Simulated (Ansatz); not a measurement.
# LaVO4 (P2_1/c): band gap by G0W0 on HSE06

Wanted: the gap of LaVO4 (P2_1/c) with a many-body correction, and the time that it takes.

Main program and level: Ansatz 0.2.0; HSE06, then G0W0 on it, plane waves, PAW.

**The experiments to reproduce.**

- Gap 3.5 ± 0.2 eV: earlier reported experimental gap; powder (literature value) (quoted in “Structural phase transition and its consequences on optical behavior of LaV1-xNbxO4”, 2021, arxiv:2102.02442).

- Gap 3.4 eV: indirect optical gap from Tauc plot; diffuse reflectance, Kubelka-Munk; 300 K; powder (solid-state reaction, sintered at 1250 C) (“Structural phase transition and its consequences on optical behavior of LaV1-xNbxO4”, 2021, arxiv:2102.02442).

In doubt: masses and optical values from hybrid runs of this build are listed as unsure (step 3), which bears on the screening that GW takes from such a start.

## 1. Starting point

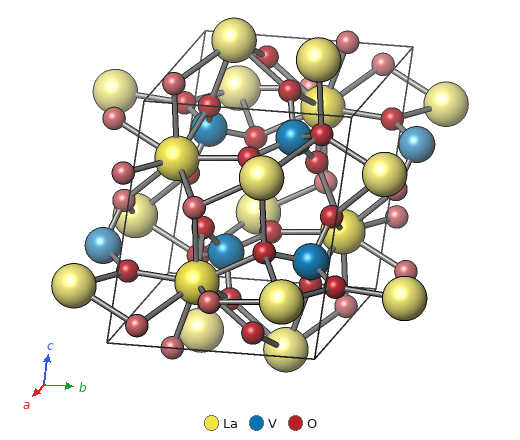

The cell as given, slightly off an axis (lanthanum yellow, vanadium blue, oxygen red). Some periodic images of atoms are drawn too.

The cell and positions come from the Crystallography Open Database and are kept as given unless a step says otherwise. Spin-orbit coupling is left out unless a step names it. The default PAW set here is soft_2. Its files were made with PBE.

## 2. HSE06 levels on the mesh and at listed points

HSE06 mixes in a quarter of exact exchange at short range.

This step: DFT, HSE06, plane waves, PAW.

Contents of input.yaml:

```yaml
crystal:
  lattice:
    - [6.725, 0.0, 0.0]
    - [0.0, 7.2827, 0.0]
    - [-4.9123006198, 0.0, 6.8121466218]
  atoms:
    - { symbol: La, position: [0.827399, 0.157198, 0.723776] }
    - { symbol: La, position: [0.172601, 0.657198, 0.776224] }
    - { symbol: La, position: [0.172601, 0.842802, 0.276224] }
    - { symbol: La, position: [0.827399, 0.342802, 0.223776] }
    - { symbol: V, position: [0.31429, 0.16481, 0.69917] }
    - { symbol: V, position: [0.68571, 0.66481, 0.80083] }
    - { symbol: V, position: [0.68571, 0.83519, 0.30083] }
    - { symbol: V, position: [0.31429, 0.33519, 0.19917] }
    - { symbol: O, position: [0.8171, 0.4979, 0.7446] }
    - { symbol: O, position: [0.1829, 0.9979, 0.7554] }
    - { symbol: O, position: [0.1829, 0.5021, 0.2554] }
    - { symbol: O, position: [0.8171, 0.0021, 0.2446] }
    - { symbol: O, position: [0.6098, 0.2795, 0.3821] }
    - { symbol: O, position: [0.3902, 0.7795, 0.1179] }
    - { symbol: O, position: [0.3902, 0.7205, 0.6179] }
    - { symbol: O, position: [0.6098, 0.2205, 0.8821] }
    - { symbol: O, position: [0.6587, 0.895, 0.4829] }
    - { symbol: O, position: [0.3413, 0.395, 0.0171] }
    - { symbol: O, position: [0.3413, 0.105, 0.5171] }
    - { symbol: O, position: [0.6587, 0.605, 0.9829] }
    - { symbol: O, position: [0.8898, 0.8436, 0.8857] }
    - { symbol: O, position: [0.1102, 0.3436, 0.6143] }
    - { symbol: O, position: [0.1102, 0.1564, 0.1143] }
    - { symbol: O, position: [0.8898, 0.6564, 0.3857] }
kpoints:
  mp_grid: { grid: [4, 2, 2] }
  band_path:
    path:
      - [0.0, 0.0, 0.0]
      - [0.0, 0.5, 0.0]
      - [0.0, 0.5, 0.5]
      - [0.0, 0.0, 0.5]
      - [-0.5, 0.0, 0.5]
      - [-0.5, 0.5, 0.5]
      - [-0.5, 0.5, 0.0]
      - [-0.5, 0.0, 0.0]
      - [-0.5, 0.35, 0.0]
      - [-0.5, 0.1, 0.0]
    npoints: 1
hamiltonian:
  xc: hse06
scf:
  occupations: { method: fixed }
  n_extra_bands: 12
output:
  eigenvalues: true
```

On the command line:

```
$ ansatz run input.yaml --threads 24 --pin off --max-ram 82944MiB --backend cuda --events-out ev --progress --plain --runs-dir out --devices 1 --max-vram 78GiB
```

Numbers of over 12 decimals in the logs are rounded to 6 here.

The program printed:

```text
scf.n_extra_bands = 12 over 96 filled bands (N_el = 192.0): the run solves 108 bands
GPUs: using 1 of 1 available (devices: 1).
Engine: ansatz 0.2.0, aarch64-unknown-linux-gnu
Pseudopotentials: kind: paw
Pseudopotential: La, paw, valence charge 11, recommended cutoff 420 eV (normal), La.paw.azcp
Pseudopotential: V, paw, valence charge 13, recommended cutoff 420 eV (normal), V.paw.azcp
Pseudopotential: O, paw, valence charge 6, recommended cutoff 420 eV (normal), O.paw.azcp
Functional definition: HSE06
  parameter a = 0.25
  parameter omega = 0.11/bohr
  exchange = pbe_x - a*pbe_x_sr(omega) + a*exact_x_sr(omega)
  correlation = pbe_c
davidson cushion auto → on  (no smearing: the cushion is to keep the highest requested band from converging to the state above it; pin scf.eigensolver.cushion to override)
[...]
Crystal: 24 atoms, lattice volume = 333.633 Å³
Basis set: ecut = 420 eV, 6513 PW (Γ)
Bands: 108, of which v1, the nominal top of the filled ones, is band 96 counted from 1 (95 counted from 0)
Symmetry: 4 space group operations
Space group: P21/c (ITA 14), of the structure as read, at distance tolerance 6.9e-5 Å
k-points: 12 of 16
Non-local potential: La, projectors of the file, l = 0: 3, l = 1: 2, l = 2: 2, l = 3: 3
Non-local potential: V, projectors of the file, l = 0: 3, l = 1: 2, l = 2: 3, l = 3: 1
Non-local potential: O, projectors of the file, l = 0: 2, l = 1: 2, l = 2: 1
PAW form: soft (Blöchl's): semilocal exchange-correlation on the pseudo side does not see the compensation charge
PAW frozen core: La, regenerated for the run's functional, and the local potential with it (the file was generated under x = pbe(κ = 0.804, μ = 0.219515), c = pbe(β = 0.066725))
PAW frozen core: V, regenerated for the run's functional, and the local potential with it (the file was generated under x = pbe(κ = 0.804, μ = 0.219515), c = pbe(β = 0.066725))
PAW frozen core: O, regenerated for the run's functional, and the local potential with it (the file was generated under x = pbe(κ = 0.804, μ = 0.219515), c = pbe(β = 0.066725))
PAW one-centre angular grid: La, 590 points (default); XC on 64 Gauss nodes
PAW one-centre angular grid: V, 590 points (default); XC on 64 Gauss nodes
PAW one-centre angular grid: O, 110 points (default); XC on 96 Gauss nodes
Initial density: superposition of atomic densities (neutral atoms: chi_scale 0, normalization atom), corrected by the library's trained network
Initial wavefunctions: pseudopotential atomic-orbital guess
[...]
Functional: x = pbe(κ = 0.804, μ = 0.219515), c = pbe(β = 0.066725), warm-up for x = pbe(κ = 0.804, μ = 0.219515) + 0.25 (exact − pbe) at short range (hse, ω = 0.207870 Å⁻¹), c = pbe(β = 0.066725); HSE06 as pw.x's `hse` composes it (authors' and Libxc's form: `xc: wpbeh`)
SCF iter   1: F=—  HF=-45762.048093 eV  |F-HF|=—  |Δ(HF+E_count)|=         —  Δρ=3.02e-3  dr2=2.22e-2  ethr=1.77e-3  ⟨swp⟩=5.2  Hψ=6379  notcnv=0
preconditioner: auto → none  [insulator: Δε(μ)=3.558 eV  Ē_g=10.798 eV  n_scr=82 (ndim 8)  ℏωp=25.1 eV  f_vac=0.045]
SCF iter   2: F=—  HF=-45762.076528 eV  |F-HF|=—  |Δ(HF+E_count)|=   2.84e-2  Δρ=3.72e-3  dr2=5.21e-2  ethr=1.16e-5  ⟨swp⟩=8.0  Hψ=5605  notcnv=0  defer=63
[...]
SCF iter   5: F=-45762.071690 eV  HF=-45762.071799 eV  |F-HF|=1.08e-4  |Δ(HF+E_count)|=   1.20e-6  Δρ=3.92e-4  dr2=3.94e-4  ethr=1.89e-6  ⟨swp⟩=5.0  Hψ=3183  notcnv=0  defer=31
SCF 1 stopped early in 5 iterations: F = -45762.071690 eV  dr2 = 3.94e-4
  greatest PAW one-centre occupation: 1.000 electrons in one spin orbital (limit 2), on the V atom at site 7 (counted from 0), in its partial waves of l = 0
[...]
hybrid outer 1: dexx = +1.730e-1 eV, tail = 7.06e-4 eV
[...]
SCF 3 converged in 7 iterations: F = -45771.472589 eV  dr2 = 2.19e-8
hybrid outer 2: dexx = +2.769e-5 eV, tail = 3.12e-7 eV, Δε = 3.99e-3 eV (about 1.02e-4 eV left of the loop's levels)
[...]
E_xc         = -1819.282551
  E_vxc        = -2201.118669  (∫ρ·V_xc dr)
  E_exx        = -582.195542  (= α·E_x^exact, valence–valence)
  E_paw        = -28501.720355  (= ΣΔE_a)
  E_vpaw       = -1366.887703  (= ΣTr[D̂ρ^β])
  E_aug_tail   = 0.039964  (compensation charges beyond the density's cutoff)
  E_ewald      = -12619.089810
  E_core_change = -1.829496  (= ΣΔE_core)
  E_smearing   = -0.000000  (= −TS)
  E_closure    = -0.000000  (closes the sum)
  Σ components = -45771.472590   (vs F -45771.472590, Δ=0.00e0)
--- Band table (eV; the first three rows and the last of 12) ---
  k-point 0: bands = ["-61.8303", "-61.8302", "-61.8302", "-61.8302", "-34.2104", "-34.2100", "-34.2095", "-34.2087", "-34.1145", "-34.1138", "-34.1123", "-34.1122", "-34.0712", "-34.0705", "-34.0691", "-34.0687", "-25.4161", "-25.3708", "-25.3596", "-25.3586", "-12.0722", "-12.0506", "-12.0493", "-12.0414", "-11.8769", "-11.6520", "-11.6313", "-11.5633", "-11.5290", "-11.4606", "-11.4413", "-11.3296", "-11.2837", "- [...]
  k-point 1: bands = ["-61.8303", "-61.8303", "-61.8302", "-61.8302", "-34.2100", "-34.2100", "-34.2093", "-34.2093", "-34.1134", "-34.1134", "-34.1130", "-34.1130", "-34.0709", "-34.0709", "-34.0689", "-34.0689", "-25.3932", "-25.3932", "-25.3590", "-25.3590", "-12.1658", "-12.1658", "-12.0593", "-12.0593", "-11.7283", "-11.7283", "-11.5890", "-11.5890", "-11.5181", "-11.5181", "-11.4127", "-11.4127", "-11.2714", "- [...]
  k-point 2: bands = ["-61.8302", "-61.8302", "-61.8302", "-61.8302", "-34.2102", "-34.2102", "-34.2091", "-34.2091", "-34.1142", "-34.1142", "-34.1122", "-34.1122", "-34.0701", "-34.0701", "-34.0697", "-34.0697", "-25.3920", "-25.3920", "-25.3604", "-25.3604", "-12.1624", "-12.1624", "-11.9853", "-11.9853", "-11.8334", "-11.8334", "-11.6760", "-11.6760", "-11.5154", "-11.5154", "-11.2592", "-11.2592", "-11.1953", "- [...]
  k-point 11: bands = ["-61.8302", "-61.8302", "-61.8302", "-61.8302", "-34.2098", "-34.2098", "-34.2097", "-34.2097", "-34.1134", "-34.1134", "-34.1130", "-34.1130", "-34.0701", "-34.0701", "-34.0697", "-34.0697", "-25.3851", "-25.3851", "-25.3642", "-25.3642", "-12.3089", "-12.3089", "-12.1512", "-12.1512", "-11.8499", "-11.8499", "-11.5327", "-11.5327", "-11.3633", "-11.3633", "-11.2646", "-11.2646", "-11.1780", " [...]
```

The job ended after 27 s (1 × NVIDIA GB200 (shared by 2 runs) with 24 threads of Arm Neoverse V2, shared host; peak memory 2.6 GiB; 4.7 min of CPU time).

The column dr2 measures how far the density is from self-consistency, as an energy; F and HF (Harris–Foulkes) agree once it is small.

This step gave:

- gap: 5.123 eV
- valence top at: Y_2
- conduction bottom at: k = (-0.500, 0.350, 0.000)
- least direct gap: 5.224 eV
- exact-exchange fraction: 0.25

Over mesh and listed points the gap is 5.123 eV, from k = (-0.500, 0.000, 0.000) to k = (-0.500, 0.350, 0.000). The least direct gap found is 5.224 eV, at k = (-0.500, 0.100, 0.000). On the 4×2×2 mesh alone the same run gives 5.144 eV, so that mesh misses an edge of HSE06: 5.144 − 5.123 = +0.021 eV.

## 3. The quasiparticle correction

G0W0 replaces the xc potential by a self-energy built once from the orbitals of the start. Levels are corrected in the window of bands that the input names, at points of the mesh.

This step: G0W0 on HSE06, plane waves, PAW.

input.yaml, as its differences from that of step 2:

```diff
@@ -31,16 +31,3 @@
 kpoints:
-  mp_grid: { grid: [4, 2, 2] }
-  band_path:
-    path:
-      - [0.0, 0.0, 0.0]
-      - [0.0, 0.5, 0.0]
-      - [0.0, 0.5, 0.5]
-      - [0.0, 0.0, 0.5]
-      - [-0.5, 0.0, 0.5]
-      - [-0.5, 0.5, 0.5]
-      - [-0.5, 0.5, 0.0]
-      - [-0.5, 0.0, 0.0]
-      - [-0.5, 0.35, 0.0]
-      - [-0.5, 0.1, 0.0]
-    npoints: 1
+  mp_grid: { grid: [2, 2, 2] }
 hamiltonian:
@@ -49,4 +36,7 @@
   occupations: { method: fixed }
-  n_extra_bands: 12
-output:
-  eigenvalues: true
+gw:
+  n_empty_bands: 462
+  ecut_chi: 72
+  qp_bands: [v4, c4]
+  qp_kpoints: band_edges
+  screening: { model: contour_deformation }
```

The program printed:

```text
GPUs: using 1 of 1 available (devices: 1).
[...]
Crystal: 24 atoms, lattice volume = 333.633 Å³
Basis set: ecut = 420 eV, 6513 PW (Γ)
Bands: 120, of which v1, the nominal top of the filled ones, is band 96 counted from 1 (95 counted from 0)
Symmetry: 4 space group operations
[...]
k-points: 8
[...]
SCF iter   1: F=—  HF=-45762.045654 eV  |F-HF|=—  |Δ(HF+E_count)|=         —  Δρ=3.03e-3  dr2=2.28e-2  ethr=1.77e-3  ⟨swp⟩=5.4  Hψ=4606  notcnv=0
[...]
SCF iter   2: F=—  HF=-45762.071496 eV  |F-HF|=—  |Δ(HF+E_count)|=   2.58e-2  Δρ=3.92e-3  dr2=5.93e-2  ethr=1.19e-5  ⟨swp⟩=5.2  Hψ=3928  notcnv=0
[...]
SCF iter   5: F=-45762.066172 eV  HF=-45762.066132 eV  |F-HF|=3.99e-5  |Δ(HF+E_count)|=   1.36e-4  Δρ=3.45e-4  dr2=2.42e-4  ethr=1.29e-7  ⟨swp⟩=5.4  Hψ=4945  notcnv=0
SCF 1 stopped early in 5 iterations: F = -45762.066172 eV  dr2 = 2.42e-4
[...]
Exchange kernel: α = 0.2500, screened, ω = 0.2079 Å⁻¹, Wigner–Seitz truncation, v(0) = 1016.3581 eV·Å³, q-mesh 2×2×2, nearest image of the exchange supercell L = 13.45 Å, pair-density grid 30×36×40, without the augmentation charges, whose exchange is taken in its separable form by FFT convolution over the k-point mesh (sized by the pseudopotential files, 40×50×50 at the most), smooth part of the exact exchange by density-matrix convolution in up to 4.69 GiB of GPU memory as planned if the GPU has room (build and FFT work areas not counted)
Frozen-core exchange: fock
[...]
hybrid outer 1: dexx = +1.648e-1 eV, tail = 7.16e-4 eV
[...]
SCF 3 converged in 6 iterations: F = -45771.468166 eV  dr2 = 3.15e-8
[...]
0   100     11.6530   -15.6712    -5.3598   -22.5003  0.7783    13.1457    13.1222  root
     1    93      5.8117   -25.4996     4.2745   -21.5712  0.7793     6.1567     6.1579  root
     1    94      5.8117   -25.4996     4.2745   -21.5712  0.7793     6.1567     6.1579  root
     1    95      6.0574   -25.4737     4.2786   -21.5223  0.7786     6.3835     6.3846  root
     1    96      6.0574   -25.4737     4.2786   -21.5223  0.7786     6.3835     6.3846  root
     1    97     11.4269   -15.4624    -5.3925   -22.2704  0.7779    12.8642    12.8424  root
     1    98     11.4269   -15.4624    -5.3925   -22.2704  0.7779    12.8642    12.8424  root
     1    99     11.6324   -15.8701    -5.4173   -22.7642  0.7755    13.1334    13.1091  root
     1   100     11.6324   -15.8701    -5.4173   -22.7642  0.7755    13.1334    13.1091  root
     2    93      5.9337   -25.4636     4.2844   -21.5137  0.7790     6.2671     6.2682  root
     2    94      5.9337   -25.4636     4.2844   -21.5137  0.7790     6.2671     6.2682  root
     2    95      6.1323   -25.5275     4.2847   -21.5814  0.7790     6.4697     6.4708  root
     2    96      6.1323   -25.5275     4.2847   -21.5814  0.7790     6.4697     6.4708  root
     2    97     11.5152   -15.4635    -5.2682   -22.1616  0.7794    12.9668    12.9450  root
     2    98     11.5152   -15.4635    -5.2682   -22.1616  0.7794    12.9668    12.9450  root
     2    99     11.5643   -15.5602    -5.3855   -22.3837  0.7780    13.0247    13.0022  root
     2   100     11.5643   -15.5602    -5.3855   -22.3837  0.7780    13.0247    13.0022  root
     3    93      5.8475   -25.4697     4.2796   -21.5232  0.7793     6.1795     6.1806  root
     3    94      5.8475   -25.4697     4.2796   -21.5232  0.7793     6.1795     6.1806  root
     3    95      6.1254   -25.5372     4.2999   -21.5676  0.7782     6.4547     6.4558  root
     3    96      6.1254   -25.5372     4.2999   -21.5676  0.7782     6.4547     6.4558  root
     3    97     11.4953   -15.3831    -5.2999   -22.0866  0.7785    12.9201    12.8988  root
     3    98     11.4953   -15.3831    -5.2999   -22.0866  0.7785    12.9201    12.8988  root
     3    99     11.5348   -15.5180    -5.3763   -22.3320  0.7785    12.9948    12.9723  root
     3   100     11.5348   -15.5180    -5.3763   -22.3320  0.7785    12.9948    12.9723  root
     4    93      5.8547   -25.5255     4.2766   -21.6036  0.7784     6.2081     6.2094  root
     4    94      5.8817   -25.5132     4.2843   -21.5621  0.7797     6.2138     6.2149  root
     4    95      5.9402   -25.3844     4.3354   -21.3508  0.7774     6.2412     6.2421  root
     4    96      6.2538   -25.7135     4.2699   -21.8036  0.7799     6.6125     6.6138  root
     4    97     11.4979   -15.6564    -5.4539   -22.5497  0.7759    12.9603    12.9374  root
     4    98     11.5341   -15.7520    -5.3970   -22.5952  0.7750    13.0035    12.9803  root
     4    99     11.6422   -15.9893    -5.2605   -22.7417  0.7746    13.1588    13.1340  root
     4   100     11.6444   -15.9208    -5.2106   -22.6010  0.7752    13.1377    13.1139  root
     5    93      5.9082   -25.5527     4.2241   -21.6701  0.7813     6.2485     6.2497  root
     5    94      5.9082   -25.5527     4.2241   -21.6701  0.7813     6.2485     6.2497  root
     5    95      6.0965   -25.5367     4.2785   -21.5947  0.7792     6.4320     6.4331  root
     5    96      6.0965   -25.5367     4.2785   -21.5947  0.7792     6.4320     6.4331  root
     5    97     11.5810   -15.9412    -5.3877   -22.8212  0.7744    13.0981    13.0732  root
     5    98     11.5810   -15.9412    -5.3877   -22.8212  0.7744    13.0981    13.0732  root
     5    99     11.6969   -16.0556    -5.3296   -22.8602  0.7730    13.1964    13.1718  root
[...]
6    97     11.3975   -15.2757    -5.3118   -21.9995  0.7805    12.8305    12.8094  root
     6    98     11.3975   -15.2757    -5.3118   -21.9995  0.7805    12.8305    12.8094  root
     6    99     11.5860   -15.6577    -5.2469   -22.3602  0.7793    13.0642    13.0416  root
     6   100     11.5860   -15.6577    -5.2469   -22.3602  0.7793    13.0642    13.0416  root
     7    93      5.8652   -25.3220     4.2034   -21.4517  0.7792     6.1971     6.1982  root
     7    94      5.8652   -25.3220     4.2034   -21.4517  0.7792     6.1971     6.1982  root
     7    95      6.0900   -25.5534     4.2973   -21.5867  0.7794     6.4195     6.4205  root
     7    96      6.0900   -25.5534     4.2973   -21.5867  0.7794     6.4195     6.4205  root
     7    97     11.5669   -15.6686    -5.2682   -22.3866  0.7773    13.0395    13.0166  root
     7    98     11.5669   -15.6686    -5.2682   -22.3866  0.7773    13.0395    13.0166  root
     7    99     11.6187   -15.7526    -5.2620   -22.4793  0.7781    13.1065    13.0833  root
     7   100     11.6187   -15.7526    -5.2620   -22.4793  0.7781    13.1065    13.0833  root
```

It took 47 s on 1 × NVIDIA GB200 (shared by 2 runs) with 24 threads; peak memory 2.9 GiB; 3.2 min of CPU time.

Numbers from this step:

```yaml
bands_summed: 558
rpa_eps_infinity_on_this_mesh_eigenvalues: 3.385, 3.401, 3.795
plane_waves_in_the_screening_matrix: 453
q_points_in_the_mesh: 8
g0w0_gap_over_the_corrected_points: 6.196 eV
k_of_the_valence_top: -0.5, 0, 0
k_of_the_conduction_bottom: -0.5, -0.5, 0
starting_gap_on_the_mesh: 5.144 eV
z_at_the_valence_top: 0.7799
z_at_the_conduction_bottom: 0.7805
least_direct_g0w0_gap_over_the_corrected_points: 6.324 eV
```

Over all 8 irreducible mesh points the G0W0 gap is 6.196 eV, from k = (-0.500, 0.000, 0.000) to k = (-0.500, -0.500, 0.000). The HSE06 gap of this run on the mesh is 5.144 eV. The two states that bound the G0W0 gap lie that far apart at the start, so the correction of the gap is 6.196 − 5.144 = +1.052 eV. The start of this run differs from the step before in mesh (4×2×2 and 2×2×2).

[end of part 1 of 2]

[Paths, hosts, dates, memory and timing lines, banners, echoed tables and standing remarks are left out of the program output.]

[Logs are printed without paths, hosts, clocks, repeated set-up lines and the standing remarks that a program may print on its own settings, such as how far it seeks lower states.]

[Runs of the session that timed out or met a known fault of the program may be left out.]

[Cells called generated may have been cut or substituted from an entry of the Crystallography Open Database or the Materials Project.]

[Hosts, paths, dates, database ids (printed as entryN), source tags and the programs' standing remarks are cut or masked in the printed files.]

[Where an RPA ε∞ is given, it is that of the G0W0 mesh and is not shown converged in it. Names of k-points follow the symmetry that the program found, which can be lower than the space group named. Band edges on a path are those of the sampled points; other points can move an edge, and change direct to indirect where valleys lie close.]

[Hybrid gaps are those of their k-mesh and are not shown converged in it.]
